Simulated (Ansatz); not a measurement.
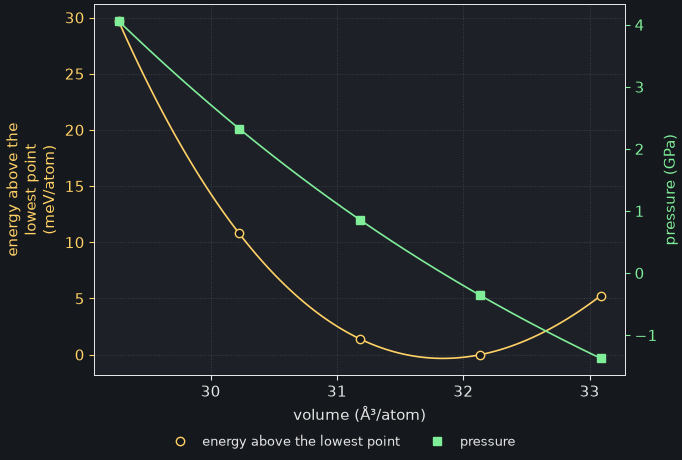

Calculation (Ansatz 0.2.0 development build): equation of state of a cubic crystal from periodic Kohn-Sham density functional theory without spin, third-order Birch-Murnaghan fit to the free energies; pressure corrected for the finite basis. Level: HSE06, no spin-orbit coupling.

structure type fcc; atoms in cell 1; space group number 225; lattice centring face-centred primitive; k mesh 6×6×6; occupation method Fermi–Dirac; occupation width 0.1 eV; wave cutoff 420 eV; datasets soft-1 PAW; density tolerance 0 eV; bands 11; density cutoff ratio 4; search for lower states default; exchange singularity regularized.

Caption: Energy above the lowest point and pressure against volume for Pb, space group Fm-3m (No. 225) (one of a set of cubic test structures, which need not be the stable phase).

A third-order Birch–Murnaghan fit gives V0 = 31.84 Å³/atom, B0 = 39.4 GPa and B′ = 4.9. The energy above the lowest point is 29.7 meV/atom at volume 29.27 Å³/atom and 5.2 meV/atom at 33.09 Å³/atom; the lowest computed point is at volume 32.13 Å³/atom (0.0 meV/atom). The pressure falls from 4.061 GPa at volume 29.27 Å³/atom to −1.376 GPa at 33.09 Å³/atom, and changes sign near 31.85 Å³/atom.

Note: modest k-mesh, values are not fully converged in k; no spin-orbit coupling with 6p elements.
